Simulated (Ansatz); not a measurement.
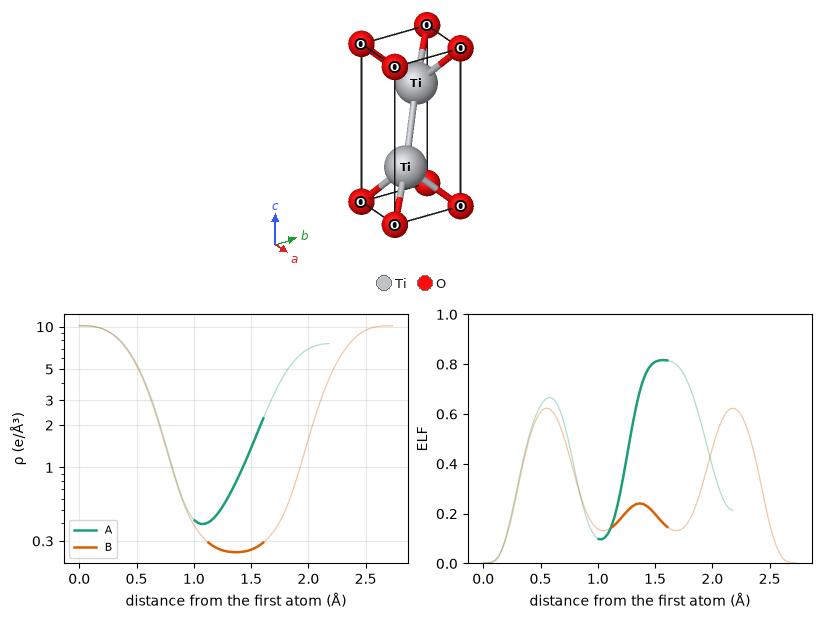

Figure. Ti2O. Valence charge density (pseudo) and ELF along straight lines between neighbouring atoms. Thin, pale parts lie inside the atomic spheres. The structure is drawn too.

Space group P-3m1; not relaxed (largest force 1.3 eV/Å); computed pressure about −7 GPa in this cell; computed without spin polarisation.

Computed with DFT PBEsol, scalar-relativistic, plane waves, PAW (Ansatz).

The density is the valence pseudo-density of a PAW calculation; it isn't the true density close to the nuclei.

Q: Which curve belongs to which contact (Ti–O and Ti–Ti)? The first atom named is at distance zero.

A: Curve A: Ti–O (2.18 Å): the density is about 0.4 e/Å³ at the midpoint; the ELF peaks at about 0.80 in the valence shell of O, 0.6 Å from its nucleus, and is about 0.10 at the midpoint; no localised pair shows between them. Curve B: Ti–Ti (2.73 Å): the density is about 0.25 e/Å³ at the midpoint; the ELF is about 0.25 at the midpoint: no localised pair shows between them.
